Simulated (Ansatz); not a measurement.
```yaml
crystal:
  lattice:
    - [2.64688, 0.00000, 0.00000]
    - [0.00000, 2.64688, 0.00000]
    - [0.00000, 0.00000, 5.20961]
  atoms:
    - { symbol: Mn, position: [0.50000, 0.50000, 0.50000] }
    - { symbol: H, position: [0.00000, 0.50000, 0.29656] }
    - { symbol: H, position: [0.50000, 0.00000, 0.29656] }
    - { symbol: H, position: [0.00000, 0.50000, 0.70344] }
    - { symbol: H, position: [0.50000, 0.00000, 0.70344] }
```

Space group P4/mmm; a structure generated by program, which may or may not match a known phase; spin-polarised.

The calculation used DFT PBE, scalar-relativistic, plane waves, PAW (Ansatz).

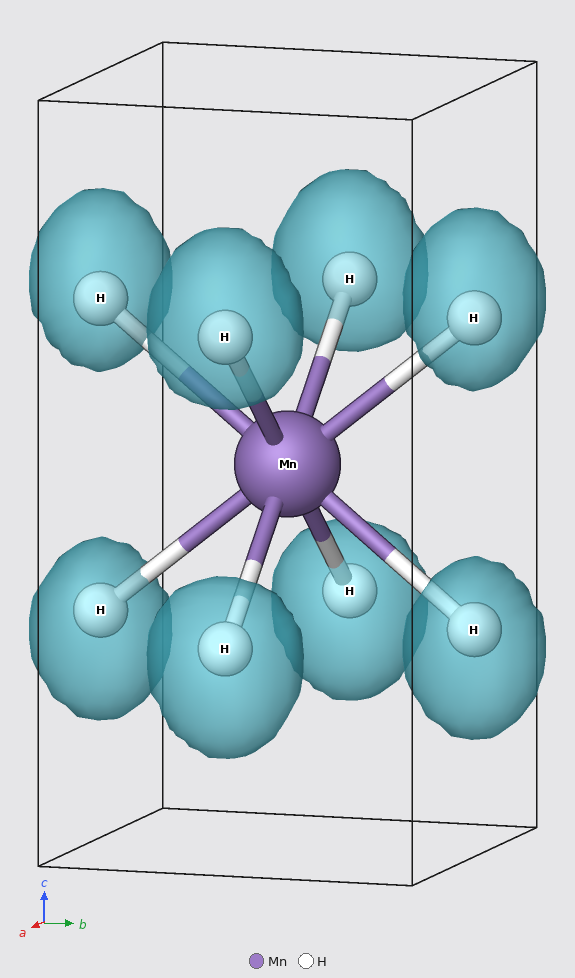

MnH4. Isosurface of the ELF at 0.9 (cyan), seen slightly off an axis. Only the valence region is drawn (cores and ρ < 0.01 e/Å³ removed). Sticks mark near contacts.

Core electrons are frozen (PAW), and the valence fields are smoothed inside the atomic spheres.

Question: What do the ELF domains correspond to?

Answer: At this value the surface marks out four regions around hydrogen nuclei, counted in one cell of 5 atoms. Any copies at cell faces, edges or corners count once. Along the contacts the grid gives the following. Mn–H (1.70 Å): the ELF climbs to about 1 towards the hydrogen.

Question: Does the calculation make it a metal, or give it a gap?

Answer: It is gapless in this calculation (a metal or semimetal).
